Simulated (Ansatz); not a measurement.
## Geometry relaxation, with input and output: Ti3Al5 (part 2 of 2)

The same run, continued: Ti3Al5 (P4/mmm, 8 atoms in the cell); DFT PBEsol, scalar-relativistic, plane waves, PAW, no spin polarisation (Ansatz 0.2.0); cutoff 420 eV, 10×10×4 k-mesh, Gaussian smearing of 0.1 eV. The structure derives from a Materials Project entry.

Geometry of the input (Å; fractional positions):
```
3.8954  0.0000  0.0000
0.0000  3.8954  0.0000
0.0000  0.0000  8.3260
Ti 0.0000  0.0000  0.5000
Ti 0.5000  0.5000  0.0000
Ti 0.5000  0.5000  0.5000
Al 0.0000  0.5000  0.2505
Al 0.0000  0.5000  0.7495
Al 0.5000  0.0000  0.2505
Al 0.5000  0.0000  0.7495
Al 0.0000  0.0000  0.0000
```

```
basis re-selected at this cell: Δ(F+E_penalty+E_count) = +3.201e-4 eV, ΔP = -0.005 GPa vs the last step (what re-selecting the basis moved, of the pressure what is left beyond the Pulay correction that the steps carried, after the strain that the cell walked since its last selection, with what the two solves' SCF thresholds leave and, on support functions, any second-order correction that the steps lacked; it is no measure of the basis error at this ecutwfc). This SCF's stress stands 3.17e-2 GPa from its target on what of the cell is left free (relax.cell.stress_tol is 5.00e-2 GPa) and its largest allowed force component is 2.56e-3 eV/Å (relax.f_tol is 5.00e-3 eV/Å): within both
SCF converged after 6 iterations
Free energy (F): -10047.679188 eV
Harris-Foulkes:  -10047.679188 eV  (|F-HF|=1.82e-12)
Internal energy: -10047.652721 eV  (E = F + TS)
E sigma→0 (E₀):  -10047.665955 eV
Entropy (-TS):   -0.026468 eV (-3.308 meV/atom)
Fermi energy:    10.591560 eV
--- Per-component energies (eV) ---
  E_band       = -470.989201
  E_kinetic    = 940.372120
  E_local      = -3680.238380  (includes V_loc(G=0)·N_el)
  E_nonlocal   = 83.175503
  E_hartree    = 1616.990889
  E_xc         = -490.842120
  E_vxc        = -515.161540  (∫ρ·V_xc dr)
  E_paw        = -5343.920696  (= ΣΔE_a)
  E_vpaw       = -533.119052  (= ΣTr[D̂ρ^β])
  E_aug_tail   = 0.000336  (compensation charges beyond the density's cutoff)
  E_ewald      = -3173.704220
  E_core_change = 0.513848  (= ΣΔE_core)
  E_smearing   = -0.026468  (= −TS)
  E_closure    = -0.000000  (closes the sum)
  Σ components = -10047.679188   (vs F -10047.679188, Δ=0.00e0)
--- Forces (eV/Å), atoms counted from 1 ---
  atom   1  Ti     0.00000000     0.00000000     0.00000000
  atom   2  Ti     0.00000000     0.00000000     0.00000000
  atom   3  Ti     0.00000000     0.00000000     0.00000000
  atom   4  Al     0.00000000     0.00000000     0.00256370
  atom   5  Al     0.00000000     0.00000000    -0.00256370
  atom   6  Al     0.00000000     0.00000000     0.00256370
  atom   7  Al     0.00000000     0.00000000    -0.00256370
  atom   8  Al     0.00000000    -0.00000000     0.00000000
  max |Σ_I F_I| component: 4.34e-18 eV/Å
--- Stress (GPa, compression-positive) ---
       -0.031734       0.000000       0.000000
        0.000000      -0.031734       0.000000
        0.000000       0.000000      -0.026848
  P = ⅓ Tr σ = -0.0301 GPa (-0.301 kbar)
--- Band table (eV; the first three rows and the last of 63) ---
  k-point 0: bands = ["-45.8508", "-45.7009", "-45.3586", "-22.2535", "-22.2535", "-22.2515", "-22.2336", "-22.1791", "-22.1791", "-21.8290", "-21.5919", "-21.5919", "0.7027", "2.3747", "4.0566", "7.5617", "8.2290", "8.6190", "8.6190", "8.6849", "8.9740", "9.6607", "9.6607", "9.7765", "10.4142", "10.7742", "10.7742", "11.2671", "11.5894", "12.7011", "12.8000", "12.8535", "12.8535", "13.3105"]
  k-point 1: bands = ["-45.8508", "-45.7009", "-45.3586", "-22.2535", "-22.2535", "-22.2503", "-22.2348", "-22.1791", "-22.1791", "-21.8290", "-21.5919", "-21.5919", "0.8129", "1.9990", "4.6491", "7.2759", "7.5918", "8.6166", "8.6500", "8.6500", "9.5399", "9.5399", "9.6338", "9.7777", "10.5408", "10.9930", "10.9930", "11.2642", "11.2783", "12.7860", "12.7860", "12.8983", "12.9408", "12.9408"]
  k-point 2: bands = ["-45.8508", "-45.7009", "-45.3586", "-22.2535", "-22.2535", "-22.2489", "-22.2363", "-22.1792", "-22.1792", "-21.8290", "-21.5919", "-21.5919", "0.9869", "1.6394", "5.5129", "6.2760", "7.6254", "8.5467", "8.6862", "8.6862", "9.4323", "9.4323", "9.7789", "10.1414", "10.4978", "10.9967", "11.2455", "11.2455", "11.2613", "12.4724", "12.4724", "12.8689", "12.8689", "13.0529"]
  k-point 62: bands = ["-45.8488", "-45.6793", "-45.3769", "-22.2741", "-22.2741", "-22.2645", "-22.2645", "-22.2442", "-22.2169", "-21.8399", "-21.5421", "-21.5421", "4.6503", "5.3768", "5.3768", "6.0574", "6.0574", "6.1001", "6.4745", "6.6230", "8.1610", "8.1610", "9.5267", "9.5287", "9.5287", "9.8096", "10.1169", "11.9215", "12.0044", "12.2322", "12.4459", "12.6433", "12.8175", "12.9415"]
--- Relaxed structure (3 steps of the walk, 3 accepted, 1 SCFs on fresh bases) ---
  F+E_penalty+E_count = -10047.67918839 eV   max|allowed force component| = 2.564e-3 eV/Å   (the final SCF, on the basis selected at the relaxed cell)
  cell:  # Å, volume = 125.1169 Å³
    - [3.8832951191903295, -7.475633388782484e-35, 0.0]
    - [-7.475633388782484e-35, 3.8832951191903295, 0.0]
    - [0.0, 0.0, 8.296884957157525]
  atoms:
    - { symbol: Ti, position: [-8.087329832860577e-37, 6.337086809331049e-37, 0.5] }
    - { symbol: Ti, position: [0.5, 0.5, 5.2087389858094324e-20] }
    - { symbol: Ti, position: [0.5, 0.5, 0.5] }
    - { symbol: Al, position: [-4.671338276592603e-36, 0.5, 0.2523516168883172] }
    - { symbol: Al, position: [-8.087329832860584e-37, 0.5, 0.7476483831116828] }
    - { symbol: Al, position: [0.5, 2.9573071776878275e-37, 0.2523516168883172] }
    - { symbol: Al, position: [0.5, 2.9573071776878275e-37, 0.7476483831116828] }
    - { symbol: Al, position: [-4.2247245395540335e-37, -1.2493113995538354e-36, 5.2087389858094324e-20] }
```

Trajectory as extended XYZ (Å, eV, eV/Å), 4 frames, from step=1 to step=4
```
8
Lattice="3.8954 0.0000 0.0000 0.0000 3.8954 0.0000 0.0000 0.0000 8.3260" Properties=species:S:1:pos:R:3:forces:R:3 step=1 energy=-10047.67013 pressure_GPa=-1.22
Ti    0.0000    0.0000    4.1630    0.0000   0.0000   0.0000
Ti    1.9477    1.9477    0.0000    0.0000   0.0000   0.0000
Ti    1.9477    1.9477    4.1630    0.0000   0.0000   0.0000
Al    0.0000    1.9477    2.0856    0.0000   0.0000   0.1329
Al    0.0000    1.9477    6.2405    0.0000   0.0000  -0.1329
Al    1.9477    0.0000    2.0856    0.0000   0.0000   0.1329
Al    1.9477    0.0000    6.2405    0.0000   0.0000  -0.1329
Al    0.0000    0.0000    0.0000    0.0000   0.0000   0.0000
8
Lattice="3.8758 0.0000 0.0000 0.0000 3.8758 0.0000 0.0000 0.0000 8.2712" Properties=species:S:1:pos:R:3:forces:R:3 step=2 energy=-10047.67433 pressure_GPa=0.90
Ti    0.0000    0.0000    4.1356    0.0000   0.0000   0.0000
Ti    1.9379    1.9379    0.0000    0.0000   0.0000   0.0000
Ti    1.9379    1.9379    4.1356    0.0000   0.0000   0.0000
Al    0.0000    1.9379    2.1008    0.0000   0.0000  -0.1154
Al    0.0000    1.9379    6.1704    0.0000   0.0000   0.1154
Al    1.9379    0.0000    2.1008    0.0000   0.0000  -0.1154
Al    1.9379    0.0000    6.1704    0.0000   0.0000   0.1154
Al    0.0000    0.0000    0.0000    0.0000   0.0000   0.0000
8
Lattice="3.8833 0.0000 0.0000 0.0000 3.8833 0.0000 0.0000 0.0000 8.2969" Properties=species:S:1:pos:R:3:forces:R:3 step=3 energy=-10047.67951 pressure_GPa=-0.02
Ti    0.0000    0.0000    4.1484    0.0000   0.0000   0.0000
Ti    1.9416    1.9416    0.0000    0.0000   0.0000   0.0000
Ti    1.9416    1.9416    4.1484    0.0000   0.0000   0.0000
Al    0.0000    1.9416    2.0937    0.0000   0.0000   0.0025
Al    0.0000    1.9416    6.2032    0.0000   0.0000  -0.0025
Al    1.9416    0.0000    2.0937    0.0000   0.0000   0.0025
Al    1.9416    0.0000    6.2032    0.0000   0.0000  -0.0025
Al    0.0000    0.0000    0.0000    0.0000   0.0000   0.0000
8
Lattice="3.8833 0.0000 0.0000 0.0000 3.8833 0.0000 0.0000 0.0000 8.2969" Properties=species:S:1:pos:R:3:forces:R:3 step=4 energy=-10047.67919 pressure_GPa=-0.03
Ti    0.0000    0.0000    4.1484    0.0000   0.0000   0.0000
Ti    1.9416    1.9416    0.0000    0.0000   0.0000   0.0000
Ti    1.9416    1.9416    4.1484    0.0000   0.0000   0.0000
Al    0.0000    1.9416    2.0937    0.0000   0.0000   0.0026
Al    0.0000    1.9416    6.2032    0.0000   0.0000  -0.0026
Al    1.9416    0.0000    2.0937    0.0000   0.0000   0.0026
Al    1.9416    0.0000    6.2032    0.0000   0.0000  -0.0026
Al    0.0000    0.0000    0.0000    0.0000   0.0000   0.0000
```

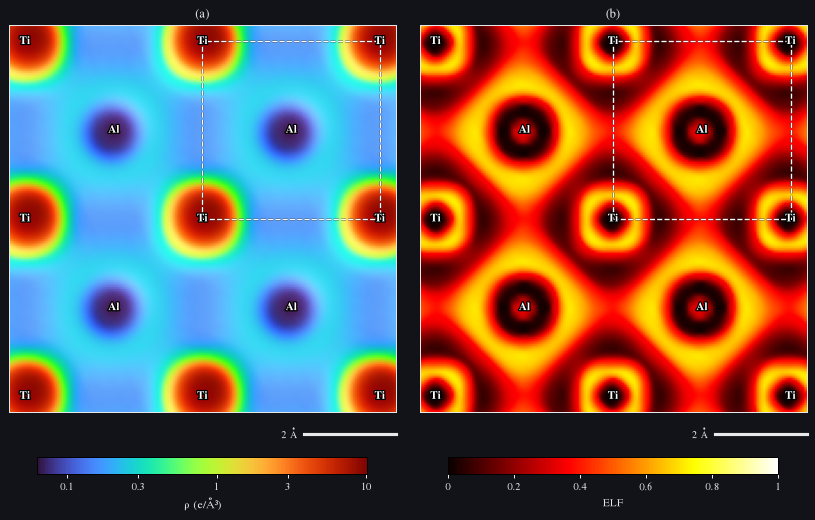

**Figure 1.** (a) valence electron density; (b) electron localisation function on the (001) plane of the conventional cell. Away from the nuclei the density in this plane falls to 0.14 e/Å³ at its lowest. The strong features right at Ti lie inside the PAW spheres (semicore, d or f shells) and say nothing about bonding. In a PAW calculation such maps are meaningful between the atoms, not at the nuclei.

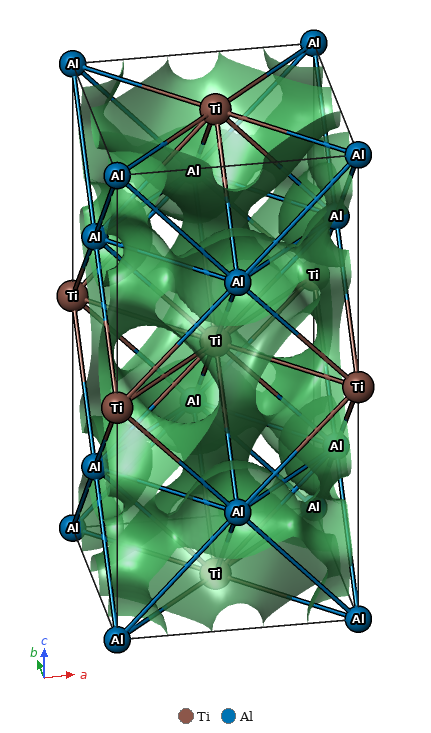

**Figure 2.** Isosurface of the electron localisation function at 0.5 (green), seen at an oblique angle. Core shells and regions of very low density are left out. Sticks mark near contacts. The outline is the cell set on symmetry axes. The ELF exceeds this value in one network that runs through the whole crystal, counted in one cell of 8 atoms. Along the contacts the grid gives the following. Ti–Ti (2.75 Å): the ELF is about 0.30 at the midpoint; no shared electron pair. Ti–Al (2.75 Å): the ELF is about 0.35 at the midpoint (nearly free electrons, as in a simple metal).

Summary

```csv
quantity,value
outcome,converged
space group (tolerance 0.01 Å),P4/mmm (123)
electrons treated,51
free energy,−10047.6792 eV
Fermi energy,10.592 eV
gap on the k-point mesh,none (metallic)
pressure,−0.03 GPa
final volume,125.12 Å³
largest force (length of the vector) at the end,0.003 eV/Å
final cell,"a = 3.883 Å, b = 3.883 Å, c = 8.297 Å, α = 90.00°, β = 90.00°, γ = 90.00°"
hardware,"4 threads of AMD EPYC (Zen 5), 32 GiB of memory available, shared host"
wall time,6.4 s (CPU time 24 s)
peak memory,0.66 GiB
```
